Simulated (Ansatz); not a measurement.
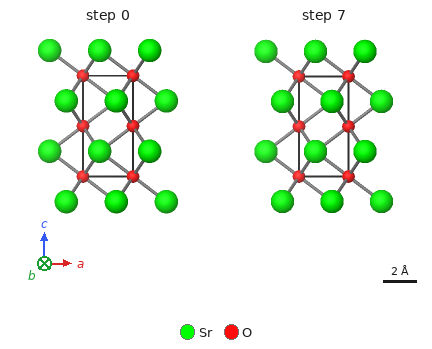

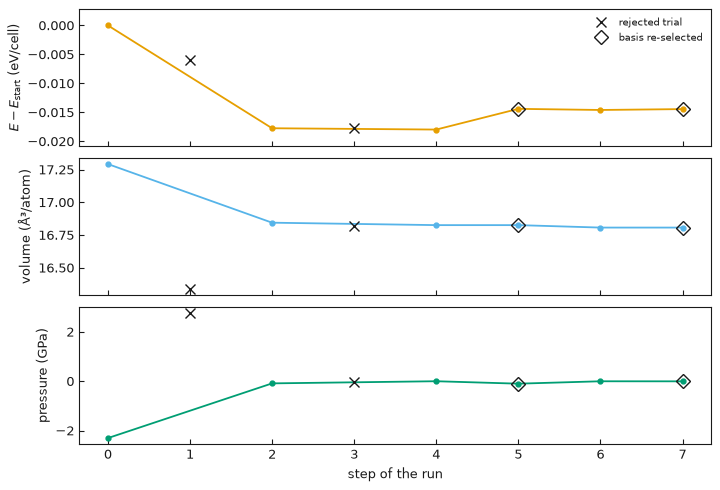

First and last geometry of a relaxation of solid SrO (set up in P6_3/mmc), with the history of the run. The picture is a ball-and-stick view of the cell of the calculation, seen along the b axis.

Case: relaxed again under DFT PBE+D3(BJ), scalar-relativistic, plane waves, PAW.

All numbers below come from Ansatz, DFT PBE+D3(BJ), scalar-relativistic, plane waves, PAW. (plane-wave cutoff 420 eV; k-point mesh 9 × 9 × 4; occupations gaussian; smearing width 0.02 eV; no spin polarisation; cell and atoms relaxed; force threshold 0.005 eV/Å; at most 50 steps)

Question: Read the history and describe the run.

Answer: It converged. Over 3 accepted moves (7 points after the start) the energy falls by 14.4 meV per cell of the calculation. All forces vanish by symmetry, so only the cell relaxes. The pressure goes from −2.30 to −0.01 GPa. The line search rejected the trial steps at points 1, 3 of the run. At 2 points the geometry stayed and the basis and grid were re-selected for the new cell (energy shift of 3.6 meV per cell of the calculation at most each time). The atoms keep their places relative to the cell (all moves are under 0.005 Å). The volume changes by −2.8 %, with a = b 3.577 → 3.540 Å (−1.0 %), c 6.243 → 6.194 Å (−0.8 %). Near-neighbour distances that change, for instance: Sr–Sr 3.577 → 3.540 Å, O–Sr 2.589 → 2.564 Å. The space group stays P6_3/mmc (No. 194).
